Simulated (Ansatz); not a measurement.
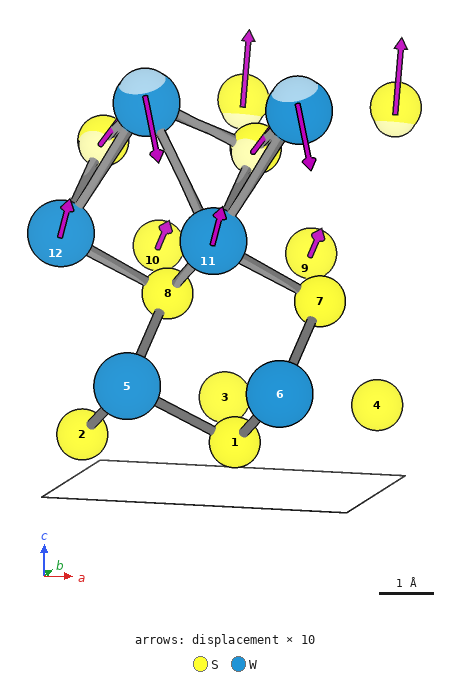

A constrained relaxation of a slab of composition WS2 (cut from the R3m phase). The starting structure is drawn faded, the final one solid; purple arrows show the displacements, 10 times their true length.

Style: ball-and-stick. Shown: the cell of the calculation, outlined in the plane, without the vacuum, slightly off an axis.

Case: clean slab, lower half held. The slab is the (1 0 1) face of WS2. 8 atoms are held fixed.

Method: DFT PBE+D3(BJ), scalar-relativistic, plane waves, PAW (Ansatz 0.2.0). Settings: plane-wave cutoff 420 eV; k-point mesh 5 × 5 × 1; occupations gaussian; smearing width 0.05 eV; no spin polarisation; dipole correction; atoms relaxed in a fixed cell; force threshold 0.03 eV/Å; at most 70 steps.

### Describe the change and its energy.

Over 3 accepted moves (4 points after the start) the energy falls by 0.413 eV per cell of the calculation. The largest force component goes from 1.8 to 0.028 eV/Å. The line search rejected the trial step at point 3 of the run. The largest moves, 0.15 Å, are those of S and W atoms. Largest moves by element: S 0.15 Å, W 0.15 Å. The cell doesn't change. Some distances before and after: W–W 3.157 → 2.985 Å, S–W 2.407 → 2.480 Å, W–W 3.157 → 3.224 Å, S–W 2.407 → 2.368 Å. Among the angles between lasting bonds that change: S–W–S 135.5° → 147.0°, W–W–S 90.0° → 96.5°, W–W–S 90.0° → 96.3°.
